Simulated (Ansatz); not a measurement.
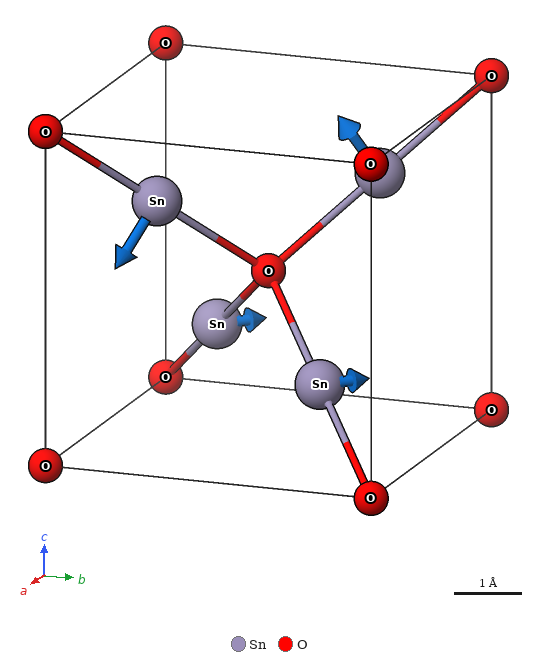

One vibrational mode of solid Sn2O (a generated structure) at the zone centre. The blue arrows give the relative displacements of the atoms. The picture is a ball-and-stick view of the cell of the calculation, seen slightly off an axis.

Level of theory: DFT PBE, scalar-relativistic, plane waves, PAW (Ansatz 0.2.0).

The input:
```yaml
crystal:
  lattice:
    - [5.205323084, 0.0, 0.0]
    - [0.0, 5.205323084, 0.0]
    - [0.0, 0.0, 5.205323084]
  atoms:
    - { symbol: Sn, position: [0.25, 0.25, 0.25] }
    - { symbol: Sn, position: [0.75, 0.75, 0.25] }
    - { symbol: Sn, position: [0.25, 0.75, 0.75] }
    - { symbol: Sn, position: [0.75, 0.25, 0.75] }
    - { symbol: O, position: [0.0, 0.0, 0.0] }
    - { symbol: O, position: [0.5, 0.5, 0.5] }
basis:
  ecutwfc: 420
kpoints:
  mp_grid: { grid: [8, 8, 8] }
hamiltonian:
  xc: pbe
scf:
  occupations: { method: fermi_dirac, width: 0.15 }
output:
  eigenvalues: true
phonons:
  method: dfpt
  eigenvectors: true
  qmesh: [2, 2, 2]
  temperatures: { t_max: 1000, t_step: 100 }
  qpath:
    path:
      - [[0.0, 0.0, 0.0], [0.0, 0.5, 0.0], [0.5, 0.5, 0.0], [0.0, 0.0, 0.0], [0.5, 0.5, 0.5], [0.0, 0.5, 0.0]]
      - [[0.5, 0.5, 0.5], [0.5, 0.5, 0.0]]
    npoints: 8
```

Command:
```bash
ansatz run input.yaml --threads 4 --pin off --max-ram 12288MiB --backend cpu --events-out ev --progress --plain --runs-dir out
```

The frequencies depend somewhat on the k-mesh and the smearing.

Q: Describe the mode and give its frequency.

A: This is the T₂u mode (triply degenerate; one member of the set is drawn) at 0.89i THz, the lowest optical level, silent by symmetry (neither infrared- nor Raman-active). The O atoms stay at rest; atoms of one kind move against one another, with no net shift of their sublattice; the O–Sn bond lengths don't change to first order, so for these it is a bending, tilting or sliding motion. The frequency is imaginary, so the structure is unstable against this distortion. Freezing in the drawn pattern lowers the space group from Pn-3m to Aem2 (No. 39).
